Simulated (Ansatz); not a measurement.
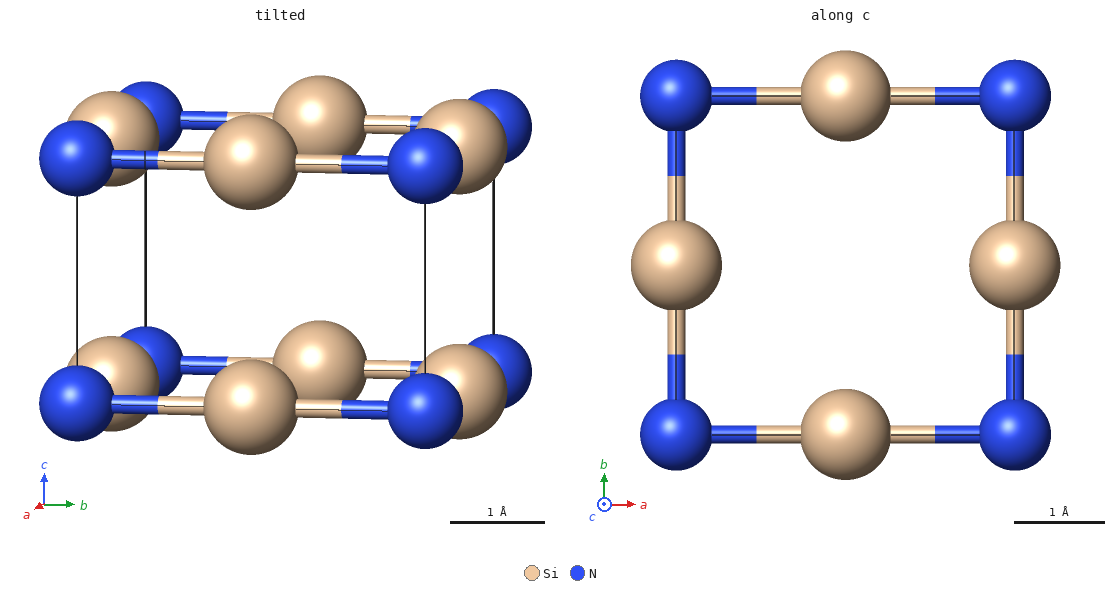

Structure drawing (ball-and-stick), viewed slightly off an axis and along the c axis. One conventional unit cell is framed, with atoms on its boundary repeated. Cell: a = 3.77 Å, b = 3.77 Å, c = 2.62 Å, α = 90.00°, β = 90.00°, γ = 90.00°.

The cell started as a random cell made by a generator, so it need not be a real form of the compound. Earlier steps of the study may have refined or changed the cell and positions. It went into a calculation with Ansatz.

### Describe the crystal.

The structure is one of Si$_{2}$N. It belongs to space group P4/mmm (No. 123) and has a primitive tetragonal lattice. One cell contains 2 Si, 1 N, 3 atoms in all. Each Si has two N in a linear arrangement at about 1.9 Å. Each N atom is coordinated by four Si in a square planar arrangement at about 1.9 Å. The bonds build Si2N layers parallel to (001).

Method used: Ansatz, DFT PBE, scalar-relativistic, plane waves, PAW. It ran with plane-wave cutoff 420 eV, the zone sampled with 12×12×18 points, Gaussian smearing of 0.1 eV, no spin polarisation.

### Metal or not?

A metal: bands cross the Fermi level.

### How are the electrons shared out in a Bader analysis?

Si +1.14 e; N -2.28 e.

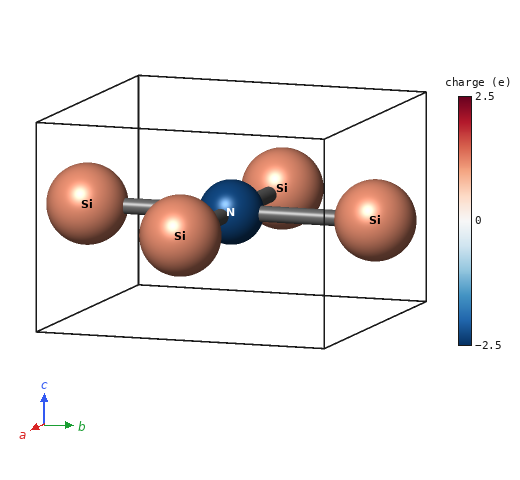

The atoms coloured by those charges. The run's cell of 3 atoms is drawn, so axes and origin can differ from the first picture.

### Does this geometry sit at a stationary point of the energy?

Yes. All forces vanish to within 0.01 eV/Å. The pressure is 0.0 GPa, close to zero.
